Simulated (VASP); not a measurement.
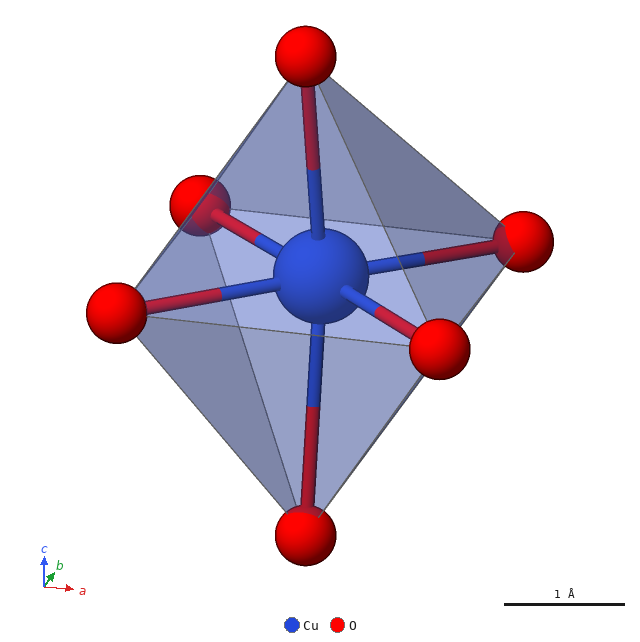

Coordination of Cu in CuO2 (Cmcm). Shape measures S are computed against regular polyhedra or, for capped shapes, the nearer of the equal-edge and equal-bond forms. Origin: a cell listed in the Materials Project, as set up for an electronic-structure calculation.

Q: Name the coordination polyhedron and say how regular it is.

A: CuO6: a clearly distorted octahedron (coordination number 6, S = 1.87; next best trigonal prism, S = 12.5).

Q: Does the central atom sit at the centroid of its ligands?

A: No, it is displaced by 0.17 Å; the site symmetry is m2m.

Q: How long are the bonds?

A: 2 × Cu–O 1.86 Å, 2 × Cu–O 1.90 Å and 2 × Cu–O 2.22 Å. The next neighbour, not counted, lies at 2.83 Å.
